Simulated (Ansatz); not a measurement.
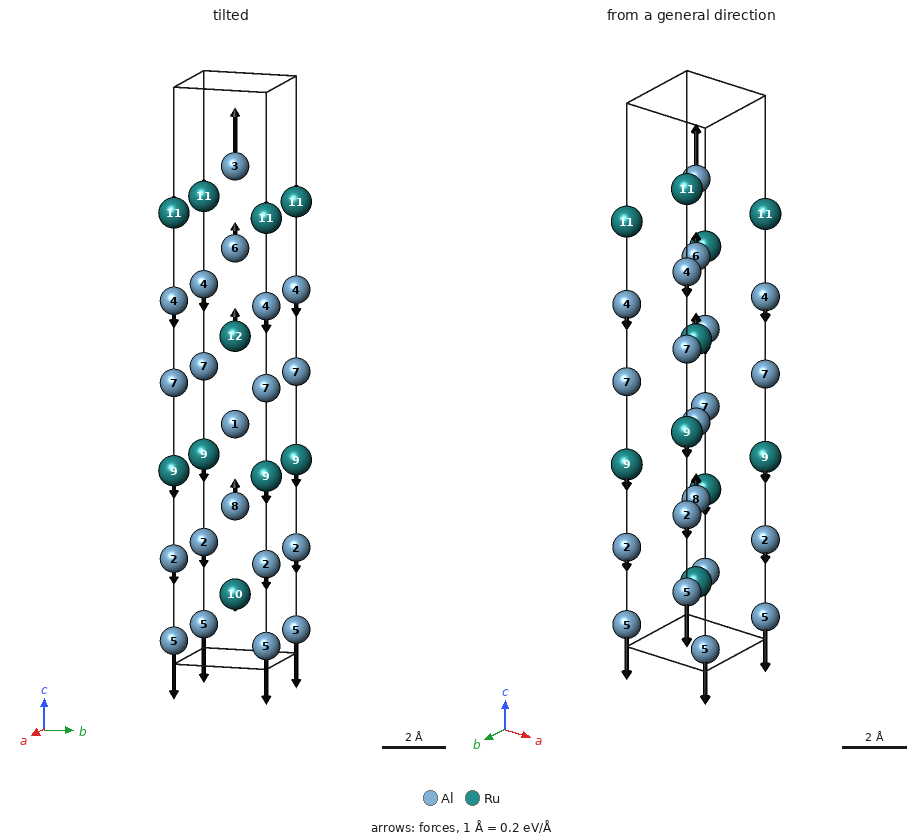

A spheres-only picture of a crystal structure, seen slightly off an axis and from a general direction. One simulation cell is framed, with atoms on its boundary repeated. The arrows are the computed forces on the atoms.

System: Al₂Ru. Method used: DFT PBEsol, scalar-relativistic, plane waves, PAW in Ansatz 0.2.0. It ran with wavefunction cutoff 420 eV, 15×15×3 k-mesh, Gaussian smearing of 0.15 eV, no spin polarisation.

**Is the structure at a minimum of the energy?**

No. The atoms still feel forces of up to about 0.3 eV/Å, far above a usual threshold of 0.01 to 0.03 eV/Å.

**Which atom is furthest from force balance?**

Al3 and Al5, about 0.3 eV/Å.

The initial geometry was a structure listed in the Materials Project. The cell was then strained or its atoms displaced on purpose. It was the input of a calculation with Ansatz.
